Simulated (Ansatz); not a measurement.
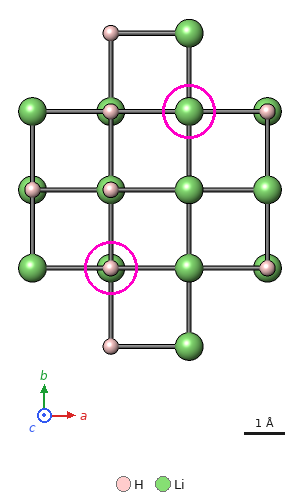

Perfect LiH. Style: ball-and-stick. Shown: the atoms within 4.5 Å of one point, along the c axis.

These are results of Ansatz 0.2.0, DFT, PBEsol, PAW, plane waves, not measurements. (plane-wave cutoff 420 eV; k-point mesh 1 × 1 × 1; mesh shifted by (0.25, 0.25, 0.25); no spin polarisation) Fermi-Dirac smearing of 0.01 eV. The axes drawn are those of the host's conventional cell.

A hydrogen atom is taken out (a vacancy) and a lithium atom is taken out (a vacancy), the two sites 4.4 Å apart at the ringed places, in charge state 0. The supercell has 64 sites, and the atoms are relaxed at the host's cell.

Q: How do the neighbours respond?

A: Around the empty H site the host had 6 Li at 1.99 Å; after relaxation the nearest atoms are 6 Li at 2.15 to 2.23 Å. Around the empty Li site the host had 6 H at 1.99 Å; after relaxation the nearest atoms are 6 H at 2.09 to 2.19 Å. Of the host's atoms, a lithium atom moves furthest from its site, by 0.25 Å.

The relaxed defect, seen from the same direction:

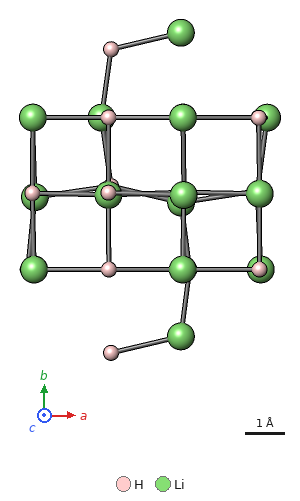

Limits of the set-up: the periodic images lie only 8.0 Å apart, so the values are limited by the cell's size.
